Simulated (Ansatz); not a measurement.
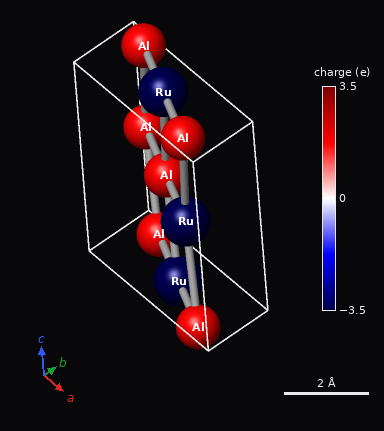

The image is a ball-and-stick drawing of a crystal, viewed slightly off an axis. The box is the cell (the run's own, in a reduced setting); atoms on or close to its faces, edges and corners are drawn wherever they repeat. The atoms of this Al2Ru cell are coloured by their Bader charge.

The numbers come from DFT r2SCAN, scalar-relativistic, plane waves, PAW (Ansatz), using 500 eV cutoff, k-points about 0.17 Å⁻¹ apart, Gaussian smearing of 0.01 eV, no spin polarisation.

> Which element is the most positive, and which the most negative?

Most positive: Al; most negative: Ru. Charges: about Al +1.7 e; Ru -3.4 e. The transfer is large, as in an ionic solid.

The model was built from a structure listed in the Materials Project. Earlier steps of the study may have refined or changed the cell and positions. It was run through Ansatz as a DFT input.
